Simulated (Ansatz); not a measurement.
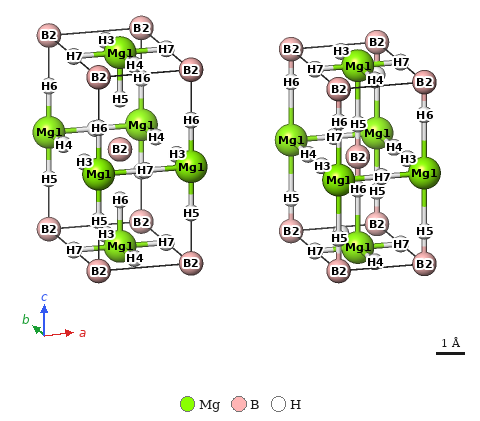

Two geometries of solid MgBH₅ (built on the AlCrF5-71 type type), drawn at one scale. One is the start of a relaxation, the other its converged end. A ball-and-stick model of the conventional cell (2 times the calculation's cell), seen slightly off an axis. Lengths and directions refer to the drawn axes.

Method: DFT, PBEsol, plane waves, PAW in Ansatz. Settings: plane-wave cutoff 420 eV; k-point mesh 8 × 8 × 8; occupations fermi dirac; smearing width 0.03 eV; no spin polarisation; cell and atoms relaxed; force threshold 0.01 eV/Å; at most 120 steps.

Q: Which one is relaxed?

A: The right one is the relaxed one. Over 10 accepted moves (12 points after the start) the energy falls by 709 meV per atom. Largest force component: 4 eV/Å at the start, 0.0024 eV/Å at the end. Pressure: −6.60 GPa at the start and 0.00 GPa at the end. At 2 points the geometry stayed and the basis and grid were re-selected for the new cell (energy shift of 1.0 meV per atom at most each time). The largest moves relative to the cell, 0.55 Å, are those of H5 and H6. H5 goes along −c. B and Mg stay in place. The drawn cell changes as follows: a 3.461 → 3.213 Å (−7.2 %), b 5.953 → 5.687 Å (−4.5 %), c 7.171 → 6.733 Å (−6.1 %); the volume changes by −16.7 %. Some distances before and after: B2–H5 1.869 → 1.207 Å, Mg1–H5 1.717 → 2.160 Å, Mg1–H3 1.737 → 2.030 Å, Mg1–H7 1.730 → 1.606 Å. New bonds form, among them: B2–H5 (1.87 → 1.21 Å), B2–H6 (1.87 → 1.21 Å). The space group stays Immm (No. 71). The run took 10 s on 4 threads of Intel(R) Xeon(R) 6975P-C (Granite Rapids), on a shared host, peak memory 0.49 GiB.
